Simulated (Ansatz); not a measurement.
# Two runs on MgO

System: MgO (P1, 8 atoms in the cell).
Method of the first run: DFT PBEsol, scalar-relativistic, plane waves, PAW, no spin polarisation (Ansatz 0.2.0).

The structure derives from an entry of the Crystallography Open Database. Text and figures count atoms from 1; the logs count them from 0 in places.

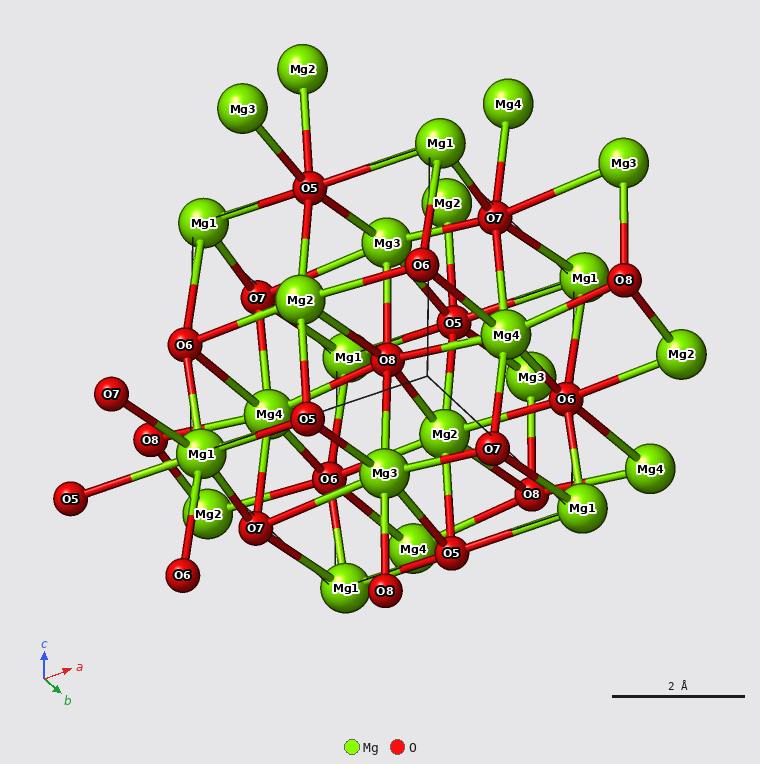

**Figure 1.** The structure as given in the input (ball-and-stick view of the cell of the calculation, set on other vectors, seen at an oblique angle; bonded neighbours outside the cell are drawn too; atoms are numbered from 1 in the order of the input). An atom can appear more than once, as a periodic image. Near neighbours in the periodic cell (some may lie outside the picture): Mg has 6 O at 1.84 to 2.41 Å; O has 6 Mg at 1.84 to 2.41 Å.

## The input, the first run
```yaml
crystal:
  lattice:
    - [4.1794150389, 0.0197224456, 0.0215508737]
    - [-0.0197224456, -4.2490737713, -0.014051995]
    - [-0.0215508737, -0.014051995, -4.2321377824]
  atoms:
    - { symbol: Mg, position: [-0.0208673179, 0.0242131715, 0.039680166] }
    - { symbol: Mg, position: [0.5197307122, 0.4885954478, -0.035532903] }
    - { symbol: Mg, position: [0.4799206198, 0.0286597824, 0.4902463922] }
    - { symbol: Mg, position: [-0.0035768968, 0.4874603743, 0.5309706545] }
    - { symbol: O, position: [0.5001304066, -0.0189421329, -0.0093589962] }
    - { symbol: O, position: [0.0062924484, 0.4630170004, -0.0350440745] }
    - { symbol: O, position: [0.0265802054, -0.0166391268, 0.4961483741] }
    - { symbol: O, position: [0.4917898223, 0.5436354833, 0.5228903869] }
basis:
  ecutwfc: 420
kpoints:
  mp_grid: { grid: [6, 6, 6] }
hamiltonian:
  xc: pbesol
scf:
  occupations: { method: gaussian, width: 0.05 }
output:
  forces: true
  stress: true
  eigenvalues: true
```

Command:
```bash
ansatz run input.yaml --threads 1 --pin off --max-ram 2560MiB --backend cpu --events-out ev --progress --plain --runs-dir out
```

Hardware: 1 thread of Arm Neoverse V1, 24 GiB of memory available, shared host.

## Output, shortened to warnings, some set-up lines, iterations and results (the first run)
```
Basis set: ecut = 420 eV, 1437 PW (Γ), exchange–correlation on 60×60×60 points (8 copies of the dense FFT grid, shifted against one another)
Symmetry: 1 space group operations
k-points: 112 of 216 (time reversal used)
Initial density: superposition of atomic densities (neutral atoms: chi_scale 0, normalization atom), corrected by the library's trained network
[...]
SCF iter   1: F=—  HF=-9902.007976 eV  |F-HF|=—  |Δ(HF+E_count)|=         —  Δρ=1.50e-2  dr2=1.35e-1  ethr=1.77e-3  ⟨swp⟩=6.3  Hψ=18939  notcnv=0  defer=21
SCF iter   2: F=—  HF=-9901.967246 eV  |F-HF|=—  |Δ(HF+E_count)|=   4.07e-2  Δρ=2.45e-3  dr2=1.97e-3  ethr=2.12e-4  ⟨swp⟩=2.0  Hψ=7214  notcnv=0  defer=331
SCF iter   3: F=—  HF=-9901.966744 eV  |F-HF|=—  |Δ(HF+E_count)|=   5.02e-4  Δρ=1.15e-3  dr2=6.37e-4  ethr=3.08e-6  ⟨swp⟩=2.8  Hψ=8766  notcnv=0  defer=219
SCF iter   4: F=—  HF=-9901.966706 eV  |F-HF|=—  |Δ(HF+E_count)|=   3.75e-5  Δρ=2.70e-4  dr2=4.37e-5  ethr=9.95e-7  ⟨swp⟩=2.0  Hψ=7734  notcnv=0  defer=219
SCF iter   5: F=—  HF=-9901.966783 eV  |F-HF|=—  |Δ(HF+E_count)|=   7.66e-5  Δρ=1.50e-4  dr2=1.34e-5  ethr=6.83e-8  ⟨swp⟩=2.0  Hψ=5941  notcnv=0  defer=219
SCF iter   6: F=—  HF=-9901.966780 eV  |F-HF|=—  |Δ(HF+E_count)|=   2.70e-6  Δρ=2.90e-5  dr2=3.98e-7  ethr=2.09e-8  ⟨swp⟩=2.0  Hψ=5857  notcnv=0  defer=219
SCF iter   7: F=-9901.966781 eV  HF=-9901.966781 eV  |F-HF|=3.59e-9  |Δ(HF+E_count)|=   2.90e-7  Δρ=4.83e-6  dr2=1.09e-8  ethr=1.56e-10  ⟨swp⟩=7.5  Hψ=18876  notcnv=0
SCF 1 converged in 7 iterations: F = -9901.966781 eV  dr2 = 1.09e-8
SCF converged after 7 iterations
Free energy (F): -9901.966781 eV
Harris-Foulkes:  -9901.966781 eV  (|F-HF|=3.59e-9)
Internal energy: -9901.966781 eV  (E = F + TS)
E sigma→0 (E₀):  -9901.966781 eV
Fermi energy:    10.081547 eV
--- Per-component energies (eV) ---
  E_band       = -1172.687765
  E_kinetic    = 1022.634744
  E_local      = -6516.378005  (includes V_loc(G=0)·N_el)
  E_nonlocal   = 575.704391
  E_hartree    = 2262.557744
  E_xc         = -416.342190
  E_vxc        = -536.479055  (∫ρ·V_xc dr)
  E_paw        = -1731.657803  (= ΣΔE_a)
  E_vpaw       = -243.297180  (= ΣTr[D̂ρ^β])
  E_aug_tail   = 0.009952  (compensation charges beyond the density's cutoff)
  E_ewald      = -5098.872215
  E_core_change = 0.376601  (= ΣΔE_core)
  E_smearing   = -0.000000  (= −TS)
  E_closure    = -0.000000  (closes the sum)
  Σ components = -9901.966781   (vs F -9901.966781, Δ=0.00e0)
--- Forces (eV/Å), atoms counted from 1 ---
  atom   1  Mg     0.94256582     2.10493327     1.48307547
  atom   2  Mg    -0.96683249    -0.80764315    -1.86173887
  atom   3  Mg     1.11671646     1.13435412    -0.37758836
  atom   4  Mg     0.31029080    -1.07518273     2.13917599
  atom   5  O      0.11766825    -1.13077728    -0.60191791
  atom   6  O     -0.20491532    -1.23984887    -2.65752356
  atom   7  O     -2.00123695    -0.97209141    -0.26916337
  atom   8  O      0.68573455     1.98626490     2.14569816
  max |Σ_I F_I| component: 1.76e-5 eV/Å
--- Stress (GPa, compression-positive) ---
        6.998163      -1.091316      -1.542906
       -1.091316       2.379660      -1.677086
       -1.542905      -1.677086      14.042564
  P = ⅓ Tr σ = 7.8068 GPa (78.068 kbar)
```

The input of the second run differs as follows (lines with − go, lines with + come):
```diff
-    - [4.1794150389, 0.0197224456, 0.0215508737]
-    - [-0.0197224456, -4.2490737713, -0.014051995]
-    - [-0.0215508737, -0.014051995, -4.2321377824]
+    - [4.4919564238, 0.2953702457, -0.2716417762]
+    - [-0.2953702457, -3.9786317736, -0.0360283252]
+    - [0.2716417762, -0.0360283252, -4.2772567334]
-    - { symbol: Mg, position: [-0.0208673179, 0.0242131715, 0.039680166] }
-    - { symbol: Mg, position: [0.5197307122, 0.4885954478, -0.035532903] }
-    - { symbol: Mg, position: [0.4799206198, 0.0286597824, 0.4902463922] }
-    - { symbol: Mg, position: [-0.0035768968, 0.4874603743, 0.5309706545] }
-    - { symbol: O, position: [0.5001304066, -0.0189421329, -0.0093589962] }
-    - { symbol: O, position: [0.0062924484, 0.4630170004, -0.0350440745] }
-    - { symbol: O, position: [0.0265802054, -0.0166391268, 0.4961483741] }
-    - { symbol: O, position: [0.4917898223, 0.5436354833, 0.5228903869] }
+    - { symbol: Mg, position: [-0.0110605987, 0.0141095259, -0.0120440899] }
+    - { symbol: Mg, position: [0.5427938743, 0.4868326063, 0.0012109857] }
+    - { symbol: Mg, position: [0.4948652149, 0.0223463704, 0.521605125] }
+    - { symbol: Mg, position: [0.0108389341, 0.5048497805, 0.4851037137] }
+    - { symbol: O, position: [0.4611025784, 0.007087155, -0.0158219134] }
+    - { symbol: O, position: [-0.0153699313, 0.4722946918, -0.0007102358] }
+    - { symbol: O, position: [0.0382845901, -0.0112383103, 0.4885283187] }
+    - { symbol: O, position: [0.4785453381, 0.5037181805, 0.532128096] }
```

Predict how the results change.

With the same functional and potentials, the second run lies 99.0 meV per atom higher. The gap on the mesh goes from 4.35 to 3.31 eV. The pressure goes from 7.81 to 6.90 GPa. The largest force goes from 3.003 to 2.370 eV/Å. The volume per atom goes from 9.39 to 9.47 Å³. The number of SCF iterations is the same. The plane waves at Γ go from 1437 to 1483.

## Output, shortened to warnings, some set-up lines, iterations and results (the second run)
```
Basis set: ecut = 420 eV, 1483 PW (Γ), exchange–correlation on 64×54×60 points (8 copies of the dense FFT grid, shifted against one another)
Symmetry: 1 space group operations
k-points: 112 of 216 (time reversal used)
Initial density: superposition of atomic densities (neutral atoms: chi_scale 0, normalization atom), corrected by the library's trained network
[...]
SCF iter   1: F=—  HF=-9901.219986 eV  |F-HF|=—  |Δ(HF+E_count)|=         —  Δρ=1.56e-2  dr2=1.51e-1  ethr=1.77e-3  ⟨swp⟩=6.3  Hψ=19001  notcnv=0  defer=31
SCF iter   2: F=—  HF=-9901.175361 eV  |F-HF|=—  |Δ(HF+E_count)|=   4.46e-2  Δρ=2.72e-3  dr2=2.13e-3  ethr=2.36e-4  ⟨swp⟩=2.0  Hψ=7207  notcnv=0  defer=317
SCF iter   3: F=—  HF=-9901.174879 eV  |F-HF|=—  |Δ(HF+E_count)|=   4.82e-4  Δρ=1.29e-3  dr2=7.08e-4  ethr=3.33e-6  ⟨swp⟩=2.8  Hψ=8745  notcnv=0  defer=205
SCF iter   4: F=—  HF=-9901.174859 eV  |F-HF|=—  |Δ(HF+E_count)|=   1.93e-5  Δρ=3.74e-4  dr2=7.61e-5  ethr=1.11e-6  ⟨swp⟩=2.0  Hψ=7299  notcnv=0  defer=205
SCF iter   5: F=—  HF=-9901.174888 eV  |F-HF|=—  |Δ(HF+E_count)|=   2.92e-5  Δρ=1.41e-4  dr2=1.21e-5  ethr=1.19e-7  ⟨swp⟩=2.0  Hψ=5934  notcnv=0  defer=205
SCF iter   6: F=—  HF=-9901.174886 eV  |F-HF|=—  |Δ(HF+E_count)|=   2.22e-6  Δρ=2.94e-5  dr2=3.89e-7  ethr=1.88e-8  ⟨swp⟩=2.0  Hψ=5890  notcnv=0  defer=205
SCF iter   7: F=-9901.174886 eV  HF=-9901.174886 eV  |F-HF|=1.27e-8  |Δ(HF+E_count)|=   3.04e-7  Δρ=5.78e-6  dr2=1.48e-8  ethr=1.56e-10  ⟨swp⟩=8.0  Hψ=19380  notcnv=0
SCF 1 converged in 7 iterations: F = -9901.174886 eV  dr2 = 1.48e-8
SCF converged after 7 iterations
Free energy (F): -9901.174886 eV
Harris-Foulkes:  -9901.174886 eV  (|F-HF|=1.27e-8)
Internal energy: -9901.174886 eV  (E = F + TS)
E sigma→0 (E₀):  -9901.174886 eV
Fermi energy:    10.115807 eV
--- Per-component energies (eV) ---
  E_band       = -1178.262283
  E_kinetic    = 1021.359015
  E_local      = -6514.576486  (includes V_loc(G=0)·N_el)
  E_nonlocal   = 575.767482
  E_hartree    = 2259.371145
  E_xc         = -415.890220
  E_vxc        = -535.876796  (∫ρ·V_xc dr)
  E_paw        = -1731.742330  (= ΣΔE_a)
  E_vpaw       = -243.683320  (= ΣTr[D̂ρ^β])
  E_aug_tail   = 0.009878  (compensation charges beyond the density's cutoff)
  E_ewald      = -5095.849970
  E_core_change = 0.376601  (= ΣΔE_core)
  E_smearing   = -0.000000  (= −TS)
  E_closure    = 0.000000  (closes the sum)
  Σ components = -9901.174886   (vs F -9901.174886, Δ=0.00e0)
--- Forces (eV/Å), atoms counted from 1 ---
  atom   1  Mg     1.12743542     1.93301205    -0.08332394
  atom   2  Mg    -1.51534900    -1.17964344    -0.24607041
  atom   3  Mg    -0.44088274     1.32605035     0.70459081
  atom   4  Mg     0.55852802     0.57042148    -0.12604653
  atom   5  O      1.40783042     1.23948911    -0.95802126
  atom   6  O     -0.63428846    -2.27372569    -0.21358381
  atom   7  O     -1.72479354    -0.85200204    -0.35667368
  atom   8  O      1.22152397    -0.76361729     1.27911484
  max |Σ_I F_I| component: 1.55e-5 eV/Å
--- Stress (GPa, compression-positive) ---
        0.420589     -17.191526      12.197340
      -17.191526      20.505242       2.213566
       12.197340       2.213565      -0.225648
  P = ⅓ Tr σ = 6.9001 GPa (69.001 kbar)
```

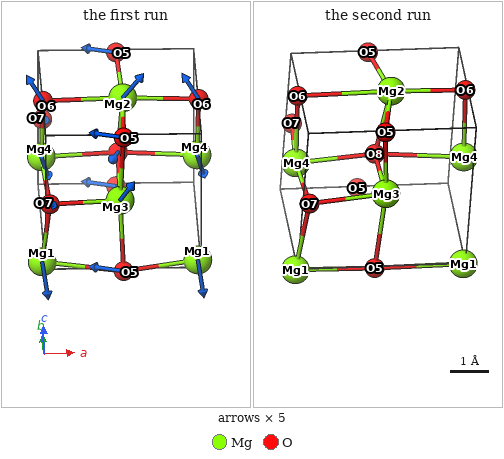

**Figure 2.** The two input geometries at one scale (ball-and-stick view of the cell of the calculation, seen at an oblique angle). The blue arrows on the first give the shifts of the atoms relative to the cell, with their mean removed, magnified 5 times. The largest move relative to the cell is that of Mg1, 0.23 Å. Largest moves by element: Mg 0.23 Å, O 0.22 Å. (The mean shift of all atoms is removed.) The drawn cell changes as follows: a 4.180 → 4.510 Å (+7.9 %), b 4.249 → 3.990 Å (−6.1 %), c 4.232 → 4.286 Å (+1.3 %), α 89.6° → 89.3°, β 90.6° → 83.0°, γ 90.5° → 98.0°; the volume changes by +0.8 %. Among the contacts that change: Mg2–O6 2.148 → 2.511 Å, Mg1–O5 2.017 → 2.379 Å, Mg4–O6 1.839 → 2.194 Å, Mg3–O8 2.194 → 1.933 Å.

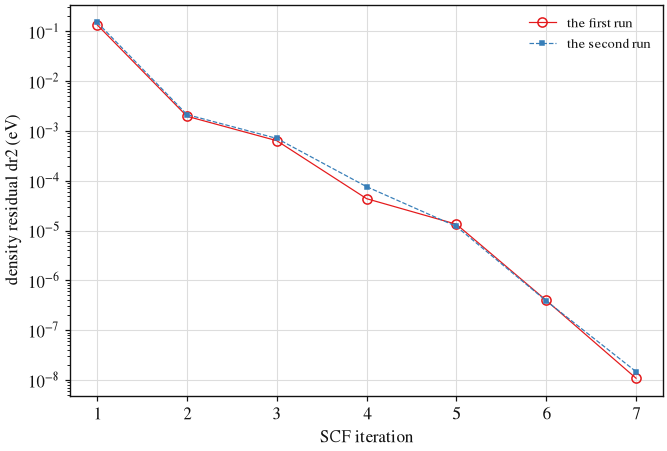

**Figure 3.** Convergence of the two runs: density residual dr2 against the SCF iteration. The first run takes 7 iterations in all, and the second run takes 7.

## The two runs side by side

| quantity | the first run | the second run |
| --- | --- | --- |
| outcome | converged | converged |
| free energy per atom (eV) | −1237.7458 | −1237.6469 |
| gap on the mesh (eV) | 4.35 | 3.31 |
| pressure (GPa) | 7.81 | 6.90 |
| volume per atom (Å³) | 9.39 | 9.47 |
| largest force (eV/Å) | 3.003 | 2.370 |
| SCF iterations | 7 | 7 |
| irreducible k-points | 112 | 112 |
| plane waves at Γ | 1437 | 1483 |
| wall time (shared host) | 29 s | 29 s |
